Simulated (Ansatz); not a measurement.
Here is a crystal structure:

```
Ti O
1.0
     6.87116    0.00000    0.00000
     0.00000    6.87116    0.00000
     0.00000    0.00000    4.32925
Ti O
8 10
Direct
  0.71536 0.89295 0.00000
  0.39295 0.78464 0.50000
  0.60705 0.21536 0.50000
  0.28464 0.10705 0.00000
  0.21536 0.39295 0.50000
  0.89295 0.28464 0.00000
  0.10705 0.71536 0.00000
  0.78464 0.60705 0.50000
  0.30756 0.09191 0.50000
  0.59191 0.19244 0.00000
  0.40809 0.80756 0.00000
  0.69244 0.90809 0.50000
  0.50000 0.50000 0.50000
  0.80756 0.59191 0.00000
  0.09191 0.69244 0.50000
  0.90809 0.30756 0.50000
  0.19244 0.40809 0.00000
  0.00000 0.00000 0.00000
```

Question: Give a crystallographic description of this input.

Answer: It has the composition Ti₄O₅. The atoms follow space group I4/m (No. 87); the Bravais lattice is body-centred tetragonal. Content of the cell: 8 Ti, 10 O (Z = 2). About every Ti there are six O in a distorted octahedral arrangement at 2.09 to 2.23 Å. O takes two kinds of site: 8h with five Ti in a distorted square pyramidal arrangement at 2.16 to 2.23 Å; 2a with four Ti in a square planar arrangement at 2.09 Å. Not all metal-metal contacts are counted. The bonds build a three-dimensional framework.

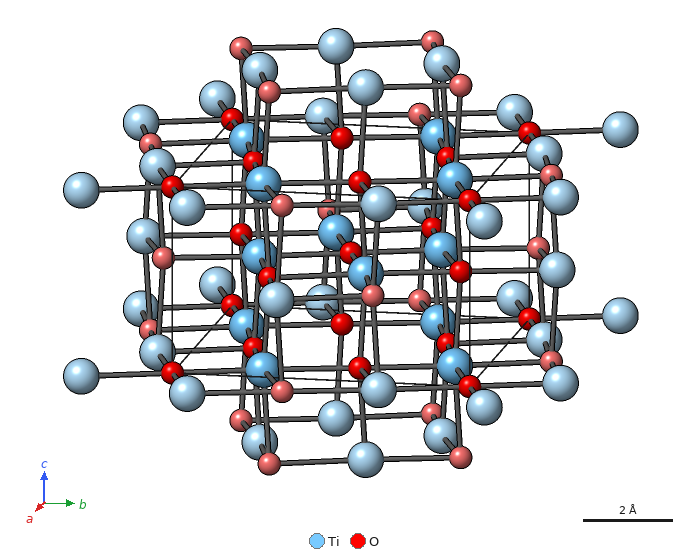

A ball-and-stick rendering, viewed slightly off an axis. Atoms at the boundary of the conventional unit cell (the box) are drawn once for each face, edge or corner they touch. Atoms of adjacent cells appear where they bond to atoms in the box, in fainter colours.

The initial geometry was a structure listed in the Materials Project. The cell was then strained or its atoms displaced on purpose. It was the input of a calculation with Ansatz.

At this level of theory the run's own cell isn't at rest (stretched, at -26 GPa and forces up to 0.6 eV/Å), so its distances can differ from those at equilibrium, the more so the softer the solid.
